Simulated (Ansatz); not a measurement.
Consider BP (slab).

The calculation's input:

```
crystal:
  lattice:
    - [4.5201727882, 0.0, 0.0]
    - [-2.2600863941, 5.0537068122, 0.0]
    - [0.0, 0.0, 25.6127843057]
  atoms:
    - { symbol: P, position: [0.1, 0.7, 0.2928225183] }
    - { symbol: B, position: [0.7, 0.4, 0.312553707] }
    - { symbol: P, position: [0.8, 0.1, 0.3322848957] }
    - { symbol: B, position: [0.4, 0.8, 0.3520160845] }
    - { symbol: P, position: [0.5, 0.5, 0.3717472732] }
    - { symbol: B, position: [0.1, 0.2, 0.3914784619] }
    - { symbol: P, position: [0.2, 0.9, 0.4112096507] }
    - { symbol: B, position: [0.8, 0.6, 0.4309408394] }
    - { symbol: P, position: [0.9, 0.3, 0.4506720282] }
    - { symbol: B, position: [0.5, 0.0, 0.4704032169] }
    - { symbol: P, position: [0.6, 0.7, 0.4901344056] }
    - { symbol: B, position: [0.2, 0.4, 0.5098655944] }
    - { symbol: P, position: [0.3, 0.1, 0.5295967831] }
    - { symbol: B, position: [0.9, 0.8, 0.5493279718] }
    - { symbol: P, position: [0.0, 0.5, 0.5690591606] }
    - { symbol: B, position: [0.6, 0.2, 0.5887903493] }
    - { symbol: P, position: [0.7, 0.9, 0.6085215381] }
    - { symbol: B, position: [0.3, 0.6, 0.6282527268] }
    - { symbol: P, position: [0.4, 0.3, 0.6479839155] }
    - { symbol: B, position: [0.0, 0.0, 0.6677151043] }
    - { symbol: P, position: [0.1, 0.7, 0.687446293] }
    - { symbol: B, position: [0.7, 0.4, 0.7071774817] }
basis:
  ecutwfc: 420
kpoints:
  mp_grid: { grid: [7, 5, 1] }
hamiltonian:
  xc: pbesol
scf:
  occupations: { method: gaussian, width: 0.05 }
output:
  forces: true
  eigenvalues: true
  write_density: true
  write_potential: true
  elf: true
  volumetric_format: npy
relax:
  adjacent_minimum: "off"
  f_tol: 0.02
  max_steps: 60
efield:
  axis: 3
  dipole_correction: true
  ramp_width: 0.04
```

Command:

```sh
ansatz run input.yaml --threads 2 --pin off --max-ram 5120MiB --backend cpu --events-out ev --progress --plain --runs-dir out
```

The fields are those of the run's last geometry, not of the input's.

Computed with Ansatz 0.2.0, DFT PBEsol, scalar-relativistic, plane waves, PAW.

Question: What will maps of the valence pseudo-density and electron localisation function show?

Answer: B–P (2.02 Å): the density is about 0.78 e/Å³ at the midpoint; the ELF peaks at about 0.95 between the atoms.

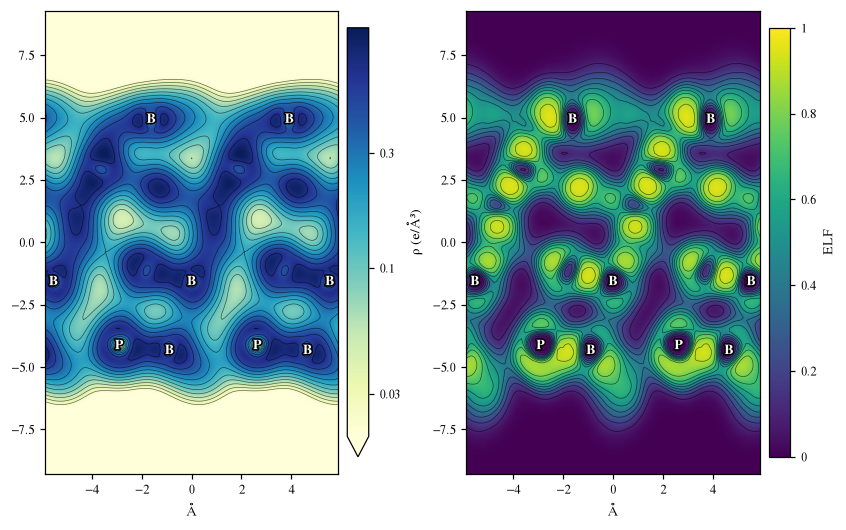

Computed valence pseudo-density and electron localisation function on the (100) plane of the calculation cell, a cut from vacuum to vacuum, in this order. Atoms just off the plane (P, 0.4 Å away and B, 0.4 Å away) can leave unmarked features too.

Core electrons are frozen (PAW), and the valence fields are smoothed inside the atomic spheres.
